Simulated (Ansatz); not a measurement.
## Debugging a many-body input for SiC (F-43m)

Aim: the G0W0 gap of SiC (F-43m). The first input has a fault.

Method: G0W0 on PBE, plane waves, PAW, in Ansatz 0.2.0.

## 1. Set-up

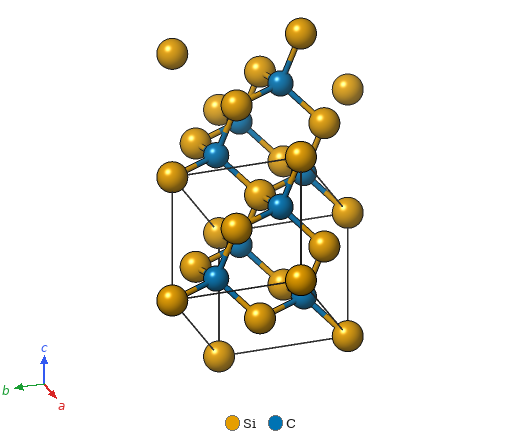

The cell as given, from a free direction (silicon orange, carbon blue). 1×1×2 cells are drawn. This picture shows the conventional cell, with its axes. Bonds to atoms that aren't drawn are left out. Some periodic images of atoms are drawn too.

The cell and positions come from the Crystallography Open Database and are kept as given unless a step says otherwise. The default PAW set here is soft_2. Its files were made with PBE.

## 2. First try

Contents of input.yaml:

```yaml
crystal:
  lattice:
    - [0.0, 2.179, 2.179]
    - [2.179, 0.0, 2.179]
    - [2.179, 2.179, 0.0]
  atoms:
    - { symbol: Si, position: [0.0, 0.0, 0.0] }
    - { symbol: C, position: [0.25, 0.25, 0.25] }
kpoints:
  mp_grid: { grid: [6, 6, 6] }
hamiltonian:
  xc: pbe
scf:
  occupations: { method: fixed }
gw:
  n_empty_bands: 4
  ecut_chi: 40
  qp_bands: [v2, c2]
  qp_kpoints: band_edges
  screening: { model: contour_deformation }
```

Started as:

```
ansatz run input.yaml --threads 3 --pin off --max-ram 92160MiB --backend cuda --events-out ev --progress --plain --runs-dir out --devices 1 --max-vram 13GiB  # rebuilt from the run's record
```

Numbers of over 12 decimals in the logs are rounded to 6 here.

The program printed:

```text
GPUs: using 1 of 1 available (devices: 1).
Engine: ansatz 0.2.0, x86_64-unknown-linux-gnu
Pseudopotentials: kind: paw
Pseudopotential: Si, paw, valence charge 4, recommended cutoff 420 eV (normal), Si.paw.azcp
Pseudopotential: C, paw, valence charge 4, recommended cutoff 420 eV (normal), C.paw.azcp
Functional definition: PBE
  parameter kappa = 0.804
  parameter beta = 0.066725
  exchange = pbe_x(kappa = kappa, mu = beta*pi^2/3)
  correlation = pbe_c(beta = beta)
device memory: the entry about to start is reckoned to put 0.4 GiB on a device that reports 59.1 GiB free (of which the cap on the GPU budget leaves the run 13.0 GiB)
GPU FFT provider: cuFFT
GPU libraries: cuBLAS 13.8.2, cuFFT 12.4.0, cuSOLVER 12.3.4
Crystal: 2 atoms, lattice volume = 20.692 Å³
Basis set: ecut = 420 eV, 411 PW (Γ)
Bands: 8, of which v1, the nominal top of the filled ones, is band 4 counted from 1 (3 counted from 0)
Symmetry: 24 space group operations
Space group: F-43m (ITA 216), of the structure as read, at distance tolerance 2.7e-5 Å
k-points: 16 of 216 (time reversal used)
Non-local potential: Si, projectors of the file, l = 0: 2, l = 1: 2, l = 2: 2
Non-local potential: C, projectors of the file, l = 0: 2, l = 1: 2, l = 2: 1
PAW form: soft (Blöchl's): semilocal exchange-correlation on the pseudo side does not see the compensation charge
PAW one-centre angular grid: Si, 110 points (default); XC on 64 Gauss nodes
PAW one-centre angular grid: C, 110 points (default); XC on 64 Gauss nodes
Initial density: superposition of atomic densities (neutral atoms: chi_scale 0, normalization atom), corrected by the library's trained network
Initial wavefunctions: pseudopotential atomic-orbital guess
GPU buffer pool allocated for 13824 grid points (all kernels)
GPU transforms: local potential and band sums: pruned to the plane-wave sphere, on 24×24×24
Functional: x = pbe(κ = 0.804, μ = 0.219515), c = pbe(β = 0.066725)
SCF iter   1: F=—  HF=-887.146339 eV  |F-HF|=—  |Δ(HF+E_count)|=         —  Δρ=1.78e-3  dr2=5.83e-4  ethr=1.77e-3  ⟨swp⟩=4.1  Hψ=901  notcnv=0  defer=24
preconditioner: auto → none  [insulator: Δε(μ)=1.336 eV  Ē_g=14.039 eV  n_scr=0 (ndim 8)  ℏωp=23.1 eV  f_vac=0.000  ε∞_Penn≈3.7]
SCF iter   2: F=—  HF=-887.146470 eV  |F-HF|=—  |Δ(HF+E_count)|=   1.31e-4  Δρ=6.79e-4  dr2=4.79e-5  ethr=7.29e-6  ⟨swp⟩=2.2  Hψ=346  notcnv=0  defer=27
SCF iter   3: F=—  HF=-887.146491 eV  |F-HF|=—  |Δ(HF+E_count)|=   2.16e-5  Δρ=3.28e-4  dr2=4.56e-6  ethr=5.98e-7  ⟨swp⟩=2.8  Hψ=196  notcnv=0  defer=19
SCF iter   4: F=—  HF=-887.146516 eV  |F-HF|=—  |Δ(HF+E_count)|=   2.43e-5  Δρ=3.42e-5  dr2=1.60e-7  ethr=5.69e-8  ⟨swp⟩=2.2  Hψ=196  notcnv=0  defer=27
iter 5 did not close the SCF: its close was put off for the readings that it lacked (scf_convergence_deferred on its scf_iter line)
SCF iter   5: F=-887.146516 eV  HF=-887.146516 eV  |F-HF|=2.00e-9  |Δ(HF+E_count)|=   1.70e-7  Δρ=3.27e-6  dr2=9.00e-10  ethr=2.00e-9  ⟨swp⟩=2.1  Hψ=189  notcnv=0  defer=29
SCF iter   6: F=-887.146516 eV  HF=-887.146516 eV  |F-HF|=1.10e-11  |Δ(HF+E_count)|=   2.32e-9  Δρ=2.88e-7  dr2=1.11e-11  ethr=1.12e-11  ⟨swp⟩=3.4  Hψ=657  notcnv=0
SCF 1 converged in 6 iterations: F = -887.146516 eV  dr2 = 1.11e-11
[...]
device memory: the entry about to start is reckoned to put 0.4 GiB on a device that reports 56.5 GiB free (of which the cap on the GPU budget leaves the run 13.0 GiB)
NSCF: frozen V_eff on 16 k-points, pencils in batches of 32, up to order 32
[...]
device memory: the entry about to start is reckoned to put 0.3 GiB on a device that reports 57.0 GiB free (of which the cap on the GPU budget leaves the run 13.0 GiB)
NSCF: frozen V_eff on 16 k-points, pencils in batches of 32, up to order 52
G₀W₀ screening: q 1/16
[... further progress lines ...]
device memory: the entry about to start is reckoned to put 0.3 GiB on a device that reports 59.5 GiB free (of which the cap on the GPU budget leaves the run 13.0 GiB)
NSCF: frozen V_eff on 1 k-points
device memory: the entry about to start is reckoned to put 0.3 GiB on a device that reports 59.2 GiB free (of which the cap on the GPU budget leaves the run 13.0 GiB)
NSCF: frozen V_eff on 1 k-points
SCF converged after 6 iterations
Free energy (F): -887.146516 eV
Harris-Foulkes:  -887.146516 eV  (|F-HF|=1.10e-11)
Internal energy: -887.146516 eV  (E = F + TS)
E sigma→0 (E₀):  -887.146516 eV
Fermi energy:    9.487149 eV
--- Per-component energies (eV) ---
  E_band       = 28.746810
  E_kinetic    = 135.791717
  E_local      = -104.483889  (includes V_loc(G=0)·N_el)
  E_nonlocal   = 51.834139
  E_hartree    = 32.102573
  E_xc         = -105.505659
  E_vxc        = -109.373697  (∫ρ·V_xc dr)
  E_paw        = -612.101628  (= ΣΔE_a)
  E_vpaw       = -9.226592  (= ΣTr[D̂ρ^β])
  E_aug_tail   = 0.000011  (compensation charges beyond the density's cutoff)
  E_ewald      = -284.783780
  E_smearing   = -0.000000  (= −TS)
  E_closure    = 0.000000  (closes the sum)
  Σ components = -887.146516   (vs F -887.146516, Δ=0.00e0)
--- Band table (eV; the first three rows and the last of 16) ---
  k-point 0: bands = ["-5.9201", "9.4871", "9.4871", "9.4871", "15.6996", "16.7903", "16.7903", "16.7903"]
  k-point 1: bands = ["-5.3807", "7.1151", "9.1573", "9.1573", "15.8186", "17.3075", "17.3075", "17.8290"]
  k-point 2: bands = ["-3.8537", "3.3097", "8.6428", "8.6428", "15.1636", "17.1254", "17.1254", "19.3926"]
  k-point 15: bands = ["-0.7298", "2.1944", "4.9788", "5.1038", "13.4762", "16.5757", "20.3073", "21.6879"]
--- G₀W₀: contour deformation, 6 samples at zero and on the imaginary axis and 2 off it, 216 q-points, 4 empty bands' worth ---
  eigenvalues of the whole cell's RPA ε∞ on this k-mesh (on a slab, of 1 + 4πα/V) = 7.2251, 7.2251, 7.2251; static W/v taken at q = 0 is 0.138407
  gw.qp_kpoints: band_edges: 9 of 16 stored k-points solved, in 1 pass; an edge of the gap read off the rows below is read off those points alone
    valence top: of the k-points left out ik 7 came nearest to being solved in a further pass, in band 4 (counted from 1, as in the quasiparticle table): it holds the edge there only if its correction is more favourable than any solved in that band by at least 1.152 eV; those differ by 0.565 eV
    conduction bottom: of the k-points left out ik 10 came nearest to being solved in a further pass, in band 5 (counted from 1, as in the quasiparticle table): it holds the edge there only if its correction is more favourable than any solved in that band by at least 1.372 eV; those differ by 0.909 eV
    ik  band        ε_KS         Σx   Σc(E_QP)       V_xc       Z   E_QP_lin       E_QP  E_QP is
     0     3      9.4871   -18.3487     3.4267   -15.7263  0.8093    10.2867    10.2915  root
     0     4      9.4871   -18.3487     3.4267   -15.7263  0.8093    10.2867    10.2915  root
     0     5     15.6996    -9.6213    -3.7468   -15.4181  0.8080    17.7956    17.7496  root
     0     6     16.7903    -8.0579    -3.4135   -13.8556  0.8264    19.2331    19.1745  root
     1     3      9.1573   -18.3775     3.4561   -15.6509  0.8069     9.8827     9.8868  root
     1     4      9.1573   -18.3775     3.4561   -15.6509  0.8069     9.8827     9.8868  root
     1     5     15.8186    -8.8265    -3.5165   -14.4819  0.8199    18.0033    17.9575  root
     1     6     17.3075    -7.8659    -3.5482   -13.8664  0.8212    19.8258    19.7598  root
     2     3      8.6428   -18.5322     3.5509   -15.6011  0.8026     9.2594     9.2626  root
     2     4      8.6428   -18.5322     3.5509   -15.6011  0.8026     9.2594     9.2626  root
     2     5     15.1636    -8.9848    -3.4004   -14.4364  0.8260    17.2559    17.2147  root
     2     6     17.1254    -7.0335    -3.4710   -12.9168  0.8258    19.6019    19.5377  root
     3     3      8.4336   -18.6249     3.6016   -15.6036  0.8008     9.0111     9.0140  root
     3     4      8.4336   -18.6249     3.6016   -15.6036  0.8008     9.0111     9.0140  root
[...]
9     6     14.6964    -7.2058    -2.9597   -12.3079  0.8450    16.8782    16.8388  root
    12     3      6.2987   -18.5907     4.0331   -14.7968  0.7783     6.5371     6.5379  root
    12     4      6.2987   -18.5907     4.0331   -14.7968  0.7783     6.5371     6.5379  root
    12     5     10.8405    -7.1389    -2.8066   -11.3461  0.8345    12.2532    12.2411  root
    12     6     13.8070    -7.4324    -2.8908   -12.3162  0.8467    15.8291    15.7999  root
```

Elapsed: 12 s, on 1 × NVIDIA H100 80GB HBM3 (shared by 6 runs) with 3 threads of AMD EPYC 7R13 (Zen 3), shared host; peak memory 0.94 GiB; 5.1 s of CPU time.

**What went wrong?**

The run ended normally, though the input holds a fault or crude settings.

The fault: four empty bands in G0W0. The sums over empty states are cut off almost at the gap, so screening and correlation are far from complete.

It printed a gap of 1.95 eV, which is an artefact of the settings.

## 3. A better input

Now the one-shot GW correction: screening in the RPA, then the self-energy of the levels asked for.

Edit input.yaml of step 2 so:

```diff
@@ -15,4 +15,4 @@
 gw:
-  n_empty_bands: 4
-  ecut_chi: 40
+  n_empty_bands: 61
+  ecut_chi: 120
   qp_bands: [v2, c2]
```

The program printed:

```text
GPUs: using 1 of 1 available (devices: 1).
[...]
GPU FFT provider: cuFFT
GPU libraries: cuBLAS 13.8.2, cuFFT 12.4.0, cuSOLVER 12.3.4
Crystal: 2 atoms, lattice volume = 20.692 Å³
Basis set: ecut = 420 eV, 411 PW (Γ)
Bands: 8, of which v1, the nominal top of the filled ones, is band 4 counted from 1 (3 counted from 0)
[... 1 set-up line as in the run before ...]
[...]
k-points: 16 of 216 (time reversal used)
[...]
GPU buffer pool allocated for 13824 grid points (all kernels)
[...]
SCF iter   1: F=—  HF=-887.146339 eV  |F-HF|=—  |Δ(HF+E_count)|=         —  Δρ=1.78e-3  dr2=5.83e-4  ethr=1.77e-3  ⟨swp⟩=4.1  Hψ=901  notcnv=0  defer=24
[...]
SCF iter   6: F=-887.146516 eV  HF=-887.146516 eV  |F-HF|=1.10e-11  |Δ(HF+E_count)|=   2.32e-9  Δρ=2.88e-7  dr2=1.11e-11  ethr=1.12e-11  ⟨swp⟩=3.4  Hψ=657  notcnv=0
SCF 1 converged in 6 iterations: F = -887.146516 eV  dr2 = 1.11e-11
[...]
0     3      9.4871   -18.3487     2.1403   -15.7263  0.7904     9.0035     9.0051  root
     0     4      9.4871   -18.3487     2.1403   -15.7263  0.7904     9.0035     9.0051  root
     0     5     15.6996    -9.6213    -5.1905   -15.4181  0.7824    16.3098    16.3059  root
     0     6     16.7903    -8.0579    -5.1374   -13.8556  0.7976    17.4547    17.4506  root
     1     3      9.1573   -18.3775     2.2155   -15.6509  0.7893     8.6444     8.6462  root
     1     4      9.1573   -18.3775     2.2155   -15.6509  0.7893     8.6444     8.6462  root
     1     5     15.8186    -8.8265    -5.0551   -14.4819  0.7935    16.4221    16.4189  root
     1     6     17.3075    -7.8659    -5.3208   -13.8664  0.7921    17.9917    17.9872  root
[...]
12     3      6.2987   -18.5907     3.0620   -14.7968  0.7706     5.5605     5.5668  root
    12     4      6.2987   -18.5907     3.0620   -14.7968  0.7706     5.5605     5.5668  root
    12     5     10.8405    -7.1389    -3.9404   -11.3461  0.8180    11.1077    11.1073  root
    12     6     13.8070    -7.4324    -4.4274   -12.3162  0.8203    14.2647    14.2634  root
[key lines of the parts left out:]
SCF converged after 6 iterations
Free energy (F): -887.146516 eV
Fermi energy:    9.487149 eV
```

Elapsed: 10 s, on 1 × NVIDIA H100 80GB HBM3 (shared by 6 runs) with 3 threads; peak memory 0.98 GiB; 9.1 s of CPU time.

This step gave:

- bands summed: 65
- RPA ε∞ on this mesh (eigenvalues): 7.148, 7.148, 7.148
- plane waves in the screening matrix: 59
- q-points in the mesh: 216
- G0W0 gap on the mesh: 2.102 eV
- k of the valence top: 0, 0, 0
- k of the conduction bottom: 0, -0.5, -0.5
- starting gap on the mesh: 1.353 eV
- Z at the valence top: 0.7904
- Z at the conduction bottom: 0.8180
- least direct G0W0 gap on the computed points: 5.541 eV

The gap on the mesh goes from 1.35 eV to 2.10 eV, a correction of +0.75 eV. Between the two edge states, bare exchange in place of the xc potential would open the gap by 6.83 eV, and correlation takes back 6.08 eV.

## 4. What came out

| Property | Result |
| --- | --- |
| first try | converged after 12 s |
| better run | G0W0 gap on the mesh 2.10 eV (6×6×6 mesh, 61 empty bands, screening to 120 eV) |

The second run differs in: empty bands and screening cutoff (eV). Bands and cutoff are finite, so the gap is not at the basis limit. The miss can reach some tenths of an eV and take either sign; the mesh is an error of its own.

[Paths, hosts, dates, memory and timing lines, banners, echoed tables and standing remarks are left out of the program output.]

[Logs are printed without paths, hosts, clocks, repeated set-up lines and the standing remarks that a program may print on its own settings, such as how far it seeks lower states.]

[Runs of the session that timed out or met a known fault of the program may be left out.]

[Cells called generated may have been cut or substituted from an entry of the Crystallography Open Database or the Materials Project.]

[Hosts, paths, dates, database ids (printed as entryN), source tags and the programs' standing remarks are cut or masked in the printed files.]
